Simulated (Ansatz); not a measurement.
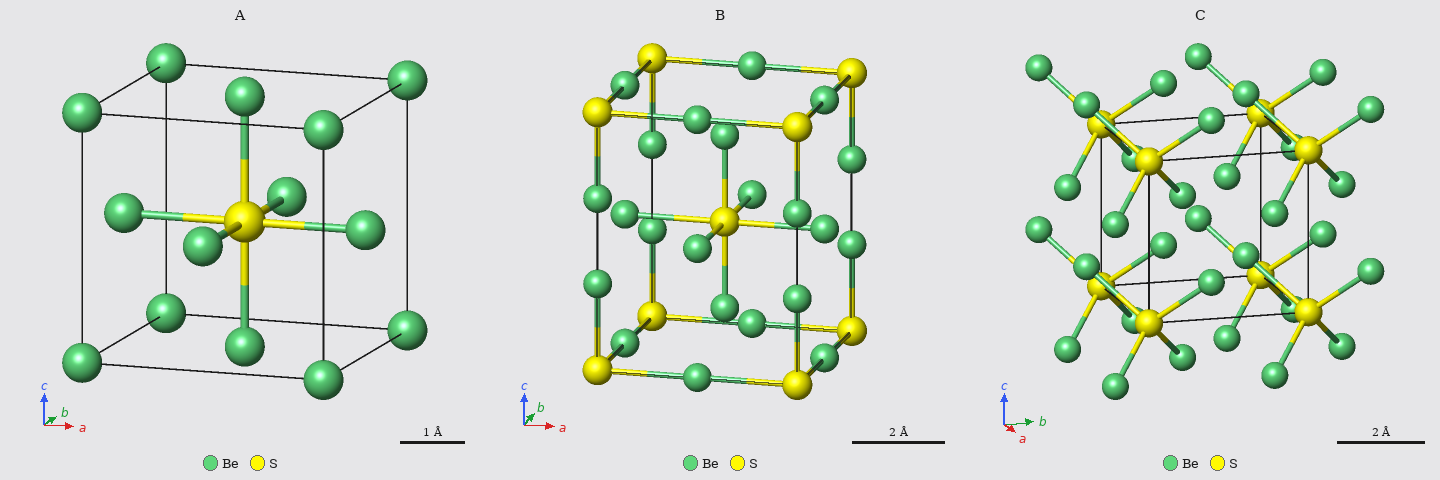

Three structures of Be₄S, each relaxed to rest (conventional cells in solid outline, small ones repeated, each panel with its own scale). Method: DFT PBE, scalar-relativistic, plane waves, PAW in Ansatz, without spin polarisation.

Give the type and space group of each panel.

A: 5 atoms a cell on a primitive cubic lattice, Pm-3m; B: 10 atoms a cell on a body-centred tetragonal lattice, I4/mmm; C: 5 atoms a cell on a primitive cubic lattice, P-43m.

Rank them by energy, lowest first.

C, then B (+330 meV/atom) and A (+701 meV/atom), energies at zero smearing.

Collect the results in a table.

| panel | structure | E − E(lowest) (meV/atom) | volume (Å³/atom) | gap (eV) |
| --- | --- | --- | --- | --- |
| C | P-43m | 0 | 11.6 | metal |
| B | I4/mmm | 330 | 11.8 | metal |
| A | Pm-3m | 701 | 12.9 | metal |

Some of these may be structure types tried for this composition rather than known phases, and the most stable form need not be among them. Gaps are taken on the k-mesh or band path of each run.
